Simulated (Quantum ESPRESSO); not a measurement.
**Co: single-point calculation (part 2 of 3)**

The same run, continued: Co (4 atoms in the cell); Kohn-Sham DFT of a periodic cell, LDA, GBRV 1.5 LDA, spin-polarised (Quantum ESPRESSO 7.5); cutoff 761.92 eV, 10×10×3 k-mesh, fermi-dirac of 0.05 eV, collinear spins. The structure derives from a Materials Project entry. The volume is scaled by 1.06.

Geometry of the input (Å; fractional positions):
```
2.5190  0.0000  0.0000
-1.2595  2.1815  0.0000
0.0000  0.0000  8.2469
Co 0.6667  0.3333  0.7500
Co 0.0000  0.0000  0.5000
Co 0.3333  0.6667  0.2500
Co 0.0000  0.0000  0.0000
```

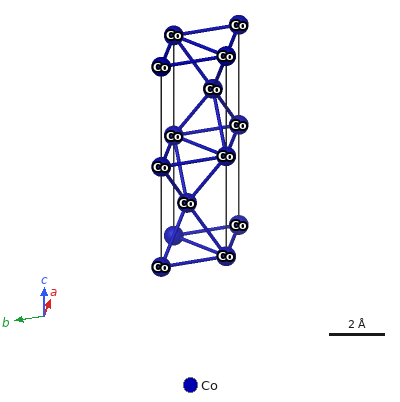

*The input geometry (ball-and-stick view of the cell of the calculation, seen at an oblique angle).*

The program's output, continued
```
   -78.2579 -78.2471 -78.2240 -78.2132 -42.0104 -41.9404 -41.8989 -41.8568
   -41.8282 -41.8217 -41.8099 -41.8034 -41.7866 -41.7843 -41.7709 -41.7608
     9.5631  11.4314  11.4516  12.7310  13.6580  13.8012  13.9175  14.0254
    14.2919  14.4458  14.6348  14.7389  14.9021  15.0317  15.0580  15.0972
    15.2218  15.2277  15.7312  15.8865  16.2729  16.3341  16.3401  20.0351
    23.0723  31.2375  31.9687  32.1928  33.3752  33.5107  35.6071  37.7223

          k = 0.0000 0.2309 0.1018 (  2173 PWs)   bands (ev):

   -78.2557 -78.2505 -78.2206 -78.2153 -41.9989 -41.9683 -41.8733 -41.8508
   -41.8434 -41.8279 -41.8067 -41.7977 -41.7915 -41.7765 -41.7731 -41.7641
     9.7991  10.4714  12.3523  12.7056  13.6036  13.7413  13.9217  14.1083
    14.3287  14.4259  14.6198  14.7846  14.8058  14.8983  15.0154  15.1399
    15.3232  15.3919  15.5898  15.7197  16.0635  16.2620  17.2474  18.7355
    24.9857  28.2930  31.5847  32.2694  34.7333  35.9273  36.1227  36.5549

          k = 0.0000 0.3464 0.0000 (  2186 PWs)   bands (ev):

   -78.2447 -78.2375 -78.2143 -78.2071 -41.9871 -41.9573 -41.9524 -41.9161
   -41.8961 -41.8534 -41.8298 -41.8122 -41.8028 -41.8005 -41.7857 -41.7734
    10.9319  12.0632  12.0986  12.9024  13.4174  13.5103  13.5827  13.9315
    14.3577  14.5607  14.6193  14.7532  15.1206  15.2138  15.2370  15.6814
    15.7169  15.7769  15.9044  16.0157  16.3829  16.7295  16.7918  22.1796
    23.4823  27.1634  29.1748  29.3208  33.0428  33.2252  33.4313  34.7428

          k = 0.0000 0.3464 0.1018 (  2162 PWs)   bands (ev):

   -78.2432 -78.2396 -78.2122 -78.2086 -41.9846 -41.9722 -41.9378 -41.9131
   -41.8939 -41.8668 -41.8260 -41.8158 -41.8021 -41.7898 -41.7875 -41.7772
    11.0918  11.5222  12.5916  12.9071  13.2138  13.2938  13.8988  14.0154
    14.3628  14.4870  14.7007  14.8203  14.9246  15.0790  15.4906  15.6684
    15.6910  15.7771  15.8802  15.9354  16.1231  16.3017  18.2019  20.1998
    25.8154  27.3242  28.2171  29.5261  30.9794  32.6825  33.7955  34.8435

          k = 0.0000 0.4619 0.0000 (  2156 PWs)   bands (ev):

   -78.2334 -78.2296 -78.2065 -78.2027 -42.0131 -42.0033 -41.9641 -41.9513
   -41.9299 -41.8710 -41.8455 -41.8159 -41.8137 -41.8107 -41.8016 -41.7839
    11.9516  12.1305  12.3454  12.7597  13.1751  13.2981  13.4160  14.1787
    14.2456  14.4615  14.7258  15.2795  15.2993  15.8863  16.0234  16.1649
    16.1981  16.2803  16.2912  16.4314  16.5562  17.4758  17.7308  22.3480
    24.1753  24.9270  26.1230  26.7028  30.9607  31.5523  31.9636  35.1911

          k = 0.0000 0.4619 0.1018 (  2170 PWs)   bands (ev):

   -78.2326 -78.2307 -78.2055 -78.2036 -42.0073 -41.9947 -41.9817 -41.9669
   -41.9034 -41.8776 -41.8414 -41.8302 -41.8094 -41.8039 -41.7993 -41.7880
    12.0017  12.1379  12.3970  12.6891  12.9496  13.0357  13.8771  14.1067
    14.5657  14.7495  14.7994  14.8604  15.3369  15.7509  15.8272  16.0908
    16.1835  16.2412  16.3255  16.3864  16.5134  16.9038  19.2648  21.1978
    24.1151  24.5051  27.1708  27.8572  29.5265  31.2611  32.3601  33.4861

          k = 0.0000-0.5774 0.0000 (  2164 PWs)   bands (ev):

   -78.2289 -78.2267 -78.2035 -78.2013 -42.0288 -42.0233 -41.9824 -41.9724
   -41.9027 -41.8875 -41.8515 -41.8209 -41.8187 -41.8094 -41.8088 -41.7879
    12.0665  12.0825  12.4520  12.7693  13.0806  13.2584  13.3952  14.0691
    14.4015  14.4034  14.8460  15.2758  15.3035  16.3012  16.3550  16.3693
    16.4204  16.4885  16.4896  16.5074  17.2803  18.3269  19.3449  19.9181
    23.5735  23.5995  26.9757  27.5134  28.6890  29.4163  31.4359  34.7486

          k = 0.0000-0.5774 0.1018 (  2160 PWs)   bands (ev):

   -78.2284 -78.2273 -78.2029 -78.2018 -42.0200 -42.0168 -41.9927 -41.9892
   -41.8897 -41.8830 -41.8472 -41.8357 -41.8120 -41.8118 -41.8038 -41.7922
    12.1935  12.2014  12.4203  12.5447  12.8686  12.9316  13.9110  14.0489
    14.5126  14.8276  14.9710  14.9833  15.6694  15.7944  15.9507  16.1840
    16.3624  16.3882  16.4787  16.4852  17.8882  18.3577  19.4861  19.7936
    23.8083  23.8347  26.0607  26.1976  30.5255  30.8545  31.8451  33.0006

          k = 0.1000 0.1732 0.0000 (  2181 PWs)   bands (ev):

   -78.2611 -78.2495 -78.2264 -78.2148 -42.0178 -41.9369 -41.8884 -41.8391
   -41.8124 -41.8119 -41.8091 -41.7918 -41.7828 -41.7797 -41.7670 -41.7617
     9.2514  11.2160  11.2367  12.6145  13.7223  13.9145  14.0113  14.0953
    14.2433  14.4837  14.7084  14.7357  14.8026  14.8250  15.0469  15.1300
    15.1545  15.2648  15.7221  15.8947  16.0071  16.2371  16.4192  19.5035
    22.9936  31.8357  31.8396  33.6095  33.8655  35.1967  35.6789  36.1027

          k = 0.1000 0.1732 0.1018 (  2179 PWs)   bands (ev):

   -78.2588 -78.2532 -78.2227 -78.2171 -42.0045 -41.9692 -41.8571 -41.8353
   -41.8233 -41.8222 -41.8035 -41.7911 -41.7831 -41.7769 -41.7678 -41.7643
     9.4971  10.2004  12.1969  12.5767  13.7388  13.8953  13.9535  14.2465
    14.3071  14.3647  14.6267  14.6998  14.8022  14.8867  14.9636  15.0120
    15.2672  15.4057  15.6113  15.6305  16.0556  16.2472  17.0274  18.3548
    24.8010  28.0830  33.7800  34.0414  34.5723  34.8973  35.7747  37.1565

          k = 0.1000 0.2887 0.0000 (  2171 PWs)   bands (ev):

   -78.2493 -78.2408 -78.2177 -78.2091 -41.9902 -41.9533 -41.9268 -41.8897
   -41.8725 -41.8406 -41.8312 -41.8061 -41.8020 -41.7971 -41.7784 -41.7773
    10.4487  11.9721  11.9948  13.0287  13.5341  13.5679  13.7627  13.7922
    14.1893  14.2071  14.6465  14.6830  14.7801  15.1059  15.1501  15.4476
    15.6517  15.7089  15.8111  16.0575  16.1534  16.6444  16.7523  21.4175
    23.3898  29.2704  31.2543  31.3654  31.9530  32.8293  32.8574  34.1816

          k = 0.1000 0.2887 0.1018 (  2167 PWs)   bands (ev):

   -78.2476 -78.2434 -78.2151 -78.2109 -41.9848 -41.9691 -41.9088 -41.8860
   -41.8773 -41.8566 -41.8225 -41.8118 -41.7986 -41.7916 -41.7811 -41.7772
    10.6492  11.2086  12.7057  13.0424  13.3805  13.4495  13.7821  13.9275
    14.1429  14.2776  14.6007  14.7076  14.8291  15.0406  15.2191  15.4075
    15.5327  15.7194  15.8575  15.9168  16.1154  16.3078  17.8957  19.7160
    25.6001  28.8165  29.7126  30.3379  32.1221  32.7033  33.3150  34.8960

          k = 0.1000 0.4041 0.0000 (  2154 PWs)   bands (ev):

   -78.2370 -78.2321 -78.2089 -78.2040 -41.9931 -41.9777 -41.9477 -41.9396
   -41.9295 -41.8607 -41.8488 -41.8275 -41.8190 -41.8012 -41.7948 -41.7915
    11.7716  12.2896  12.3876  12.9328  13.2994  13.4400  13.4746  13.9363
    14.2194  14.4926  14.6306  14.7977  15.0382  15.2683  15.4352  15.7029
    16.1033  16.1137  16.2710  16.3154  16.6408  17.4894  17.5015  23.5811
    23.6386  25.7967  27.5742  27.7478  30.3674  32.5784  32.8203  32.9809

          k = 0.1000 0.4041 0.1018 (  2157 PWs)   bands (ev):

   -78.2359 -78.2335 -78.2075 -78.2051 -41.9903 -41.9744 -41.9647 -41.9431
   -41.9052 -41.8746 -41.8425 -41.8340 -41.8151 -41.8038 -41.7939 -41.7895
    11.8539  12.0684  12.6182  12.9267  13.0753  13.2467  13.8168  14.0345
    14.3295  14.3935  14.7221  14.7915  14.9327  15.1098  15.6205  15.7137
    15.8743  16.0902  16.2107  16.3609  16.6548  16.7547  19.0651  21.1726
    25.3947  26.0245  27.6134  28.9329  30.5560  30.7309  31.2216  31.7400

          k = 0.1000 0.5196 0.0000 (  2170 PWs)   bands (ev):

   -78.2289 -78.2267 -78.2035 -78.2013 -42.0181 -42.0117 -41.9718 -41.9625
   -41.9151 -41.8777 -41.8613 -41.8403 -41.8261 -41.8096 -41.8009 -41.7998
    12.2133  12.2339  12.5908  12.9107  13.2302  13.3022  13.3792  14.0084
    14.1897  14.3658  14.8134  15.1343  15.3186  15.6910  15.7698  16.1974
    16.2147  16.2903  16.3799  16.4955  17.8000  18.8260  19.0184  21.2233
    24.0930  24.1624  26.5799  27.1841  29.3878  29.7199  30.5239  32.2627

          k = 0.1000 0.5196 0.1018 (  2165 PWs)   bands (ev):

   -78.2284 -78.2273 -78.2029 -78.2018 -42.0108 -42.0047 -41.9837 -41.9784
   -41.8965 -41.8802 -41.8551 -41.8467 -41.8234 -41.8163 -41.8002 -41.7986
    12.2864  12.3873  12.5253  12.7296  12.9392  13.0590  13.9012  14.0851
    14.3536  14.5932  14.7736  14.9338  15.3165  15.5131  15.7993  16.0605
    16.2156  16.2528  16.3659  16.4717  17.9511  18.2930  19.9977  20.9383
    23.8146  24.1471  26.1732  27.3788  29.6039  30.1182  30.8180  31.7601

          k = 0.2000 0.3464 0.0000 (  2154 PWs)   bands (ev):

   -78.2383 -78.2330 -78.2099 -78.2045 -41.9756 -41.9616 -41.9594 -41.9231
   -41.9202 -41.8597 -41.8507 -41.8302 -41.8248 -41.8096 -41.7967 -41.7919
    11.7012  12.4933  12.5153  13.1619  13.2910  13.3766  13.8111  13.8380
    14.0505  14.1042  14.4370  14.5212  14.7863  15.0703  15.3522  15.6539
    15.8113  16.1716  16.1988  16.3236  16.7474  17.5245  17.6247  23.3272
    24.0809  27.5411  27.8322  29.6493  29.8021  30.2026  30.2968  33.7085

          k = 0.2000 0.3464 0.1018 (  2166 PWs)   bands (ev):

   -78.2372 -78.2345 -78.2083 -78.2057 -41.9776 -41.9713 -41.9477 -41.9295
   -41.9030 -41.8726 -41.8480 -41.8348 -41.8233 -41.8137 -41.7921 -41.7898
    11.8138  12.1150  12.8472  13.0663  13.3820  13.4590  13.6313  13.7116
    14.1301  14.1844  14.5153  14.5384  14.8410  15.0382  15.3083  15.5336
    15.7658  16.1059  16.2986  16.3436  16.7282  16.8545  19.0526  21.1191
    26.5846  27.7370  28.0704  28.7370  28.9254  30.3269  31.5369  31.9176

          k = 0.2000 0.4619 0.0000 (  2155 PWs)   bands (ev):

   -78.2289 -78.2267 -78.2035 -78.2013 -41.9947 -41.9858 -41.9524 -41.9436
   -41.9354 -41.8848 -41.8625 -41.8573 -41.8441 -41.8302 -41.8101 -41.7947
    12.5837  12.6199  12.9111  13.0771  13.1387  13.4205  13.6571  13.8621
    13.9866  14.3082  14.3438  14.7456  14.8702  15.2376  15.5152  15.7360
    15.8927  16.2778  16.3953  16.4303  18.0048  19.2253  19.2889  23.3716
    25.1504  25.5279  26.2638  26.7692  27.3204  29.0478  29.2218  31.7831

          k = 0.2000 0.4619 0.1018 (  2160 PWs)   bands (ev):

   -78.2284 -78.2273 -78.2029 -78.2018 -41.9898 -41.9798 -41.9681 -41.9594
   -41.9060 -41.8860 -41.8664 -41.8628 -41.8428 -41.8335 -41.8039 -41.7972
    12.6099  12.7024  12.8054  12.9664  13.1698  13.4142  13.6311  13.9001
    14.1681  14.2650  14.4602  14.6661  14.9068  15.0891  15.5453  15.6725
    15.9102  16.1889  16.4341  16.4902  18.0728  18.4025  20.7083  22.4866
    24.6121  25.0428  26.7503  27.4256  28.0316  28.9708  30.1893  30.6987

          k = 0.2000 0.5774 0.0000 (  2166 PWs)   bands (ev):

   -78.2252 -78.2243 -78.2011 -78.2002 -42.0020 -41.9969 -41.9594 -41.9528
   -41.9240 -41.8920 -41.8762 -41.8713 -41.8412 -41.8375 -41.8223 -41.7933
    12.5712  12.6362  12.9467  13.3271  13.3399  13.3811  13.5708  13.7048
    13.8509  14.2545  14.5471  14.9153  15.0394  15.4398  15.4478  15.9771
    16.0814  16.1829  16.3157  16.3948  19.6152  20.4495  20.7184  21.1962
    23.9101  23.9792  25.9733  27.7878  28.0860  28.5783  29.4079  29.4458

          k = 0.2000 0.5774 0.1018 (  2156 PWs)   bands (ev):

   -78.2249 -78.2245 -78.2009 -78.2004 -41.9962 -41.9918 -41.9690 -41.9672
   -41.9046 -41.8962 -41.8792 -41.8683 -41.8446 -41.8405 -41.8120 -41.7994
    12.6644  12.7419  12.9148  13.0409  13.0819  13.3005  13.7974  13.9057
    14.2084  14.2142  14.4347  14.8170  15.0061  15.1941  15.6727  15.8349
    16.1452  16.2259  16.3096  16.4093  19.7423  20.0987  20.9282  21.1104
    24.3359  24.4274  25.9662  26.5589  27.2044  27.5738  30.3466  31.5664

          k = 0.3000 0.5196 0.0000 (  2142 PWs)   bands (ev):

   -78.2237 -78.2233 -78.2002 -78.1998 -41.9804 -41.9747 -41.9551 -41.9465
   -41.9275 -41.9263 -41.8849 -41.8715 -41.8561 -41.8532 -41.8301 -41.7912
    13.0240  13.0421  13.0757  13.1993  13.3422  13.4058  13.5508  13.7250
    13.9701  14.1429  14.2694  14.4334  15.1120  15.1545  15.6100  15.7514
    15.9462  16.2028  16.2847  16.2861  20.0409  21.4492  21.6587  22.8929
    22.9809  24.5252  25.2773  25.5765  26.4523  28.3760  29.1713  31.1405

          k = 0.3000 0.5196 0.1018 (  2153 PWs)   bands (ev):

   -78.2236 -78.2234 -78.2001 -78.1999 -41.9793 -41.9705 -41.9656 -41.9454
   -41.9188 -41.9183 -41.8963 -41.8887 -41.8494 -41.8473 -41.8185 -41.7994
    12.9998  13.0125  13.1265  13.1914  13.4155  13.4190  13.5014  13.5914
    14.1351  14.2080  14.2804  14.3565  15.1062  15.1292  15.5399  15.6089
    16.0508  16.1934  16.3334  16.3442  20.1849  20.6726  22.5548  22.8925
    23.2189  23.9423  25.0907  25.5850  27.3003  27.7167  29.2319  29.3887

 ------ SPIN DOWN ----------

          k = 0.0000 0.0000 0.0000 (  2161 PWs)   bands (ev):

   -76.0065 -75.9854 -75.9766 -75.9555 -39.8947 -39.7545 -39.7287 -39.6197
   -39.6197 -39.5988 -39.5988 -39.5978 -39.5978 -39.5864 -39.5768 -39.5768
     8.4369  10.6521  10.6601  13.0689  15.6005  15.6375  16.1157  16.1157
    16.1340  16.1360  16.1360  16.3977  16.3977  16.4518  16.4518  16.9165
    17.2083  17.2083  17.5498  17.5498  17.8237  17.8237  18.2389  18.2389
    23.9404  31.7427  31.7588  38.3883  38.9417  39.8508  41.1615  41.3206

          k = 0.0000 0.0000 0.1018 (  2167 PWs)   bands (ev):

   -76.0032 -75.9943 -75.9677 -75.9588 -39.8744 -39.8192 -39.6635 -39.6168
   -39.6168 -39.6090 -39.6090 -39.6072 -39.5876 -39.5876 -39.5797 -39.5797
     8.7045   9.4792  11.9571  12.8326  15.6726  15.8311  16.0466  16.1630
    16.1630  16.1866  16.1866  16.3221  16.3304  16.3304  16.3722  16.3722
    17.3018  17.3018  17.4634  17.4634  17.9522  17.9522  18.1520  18.1520
    25.2451  28.1642  35.5950  38.5446  38.7253  39.1647  40.8168  40.9109

          k = 0.0000 0.1155 0.0000 (  2172 PWs)   bands (ev):

   -76.0021 -75.9821 -75.9734 -75.9533 -39.8849 -39.7565 -39.7319 -39.6418
   -39.6268 -39.6165 -39.6149 -39.6043 -39.6033 -39.5996 -39.5901 -39.5807
     8.7803  10.9531  10.9609  13.3113  15.4397  15.5577  15.8964  15.9669
    16.0646  16.2598  16.2697  16.2727  16.4063  16.4974  16.5584  16.6025
    17.0704  17.0722  17.5975  17.7380  17.8059  17.8980  18.2603  19.2702
    23.9679  31.9787  31.9914  36.2829  37.6521  37.7131  38.7584  39.4928

          k = 0.0000 0.1155 0.1018 (  2170 PWs)   bands (ev):

   -75.9990 -75.9905 -75.9650 -75.9565 -39.8663 -39.8156 -39.6725 -39.6381
   -39.6298 -39.6238 -39.6191 -39.6153 -39.6022 -39.5928 -39.5923 -39.5838
     9.0428   9.8027  12.2341  13.0889  15.4235  15.7018  15.7425  15.9640
    16.0926  16.1804  16.3055  16.3370  16.3389  16.3860  16.4669  16.5015
    17.1971  17.2179  17.4484  17.4778  17.9708  18.1762  18.2504  18.8184
    25.3730  28.3683  35.8369  36.4645  36.9681  38.3553  39.1282  39.6472

          k = 0.0000 0.2309 0.0000 (  2180 PWs)   bands (ev):

   -75.9906 -75.9736 -75.9649 -75.9479 -39.8583 -39.7698 -39.7527 -39.6974
   -39.6665 -39.6549 -39.6451 -39.6418 -39.6187 -39.6177 -39.6007 -39.5913
     9.7655  11.7638  11.7712  13.8913  15.1351  15.1506  15.4180  15.5946
    15.8593  15.8817  16.3333  16.4753  16.6555  16.7700  16.8061  16.9133
    17.0014  17.0174  17.6552  17.7953  18.0849  18.1271  18.3094  21.0303
    24.0931  31.8423  32.5711  32.7188  33.8970  34.0087  36.0479  38.1417

          k = 0.0000 0.2309 0.1018 (  2173 PWs)   bands (ev):
```
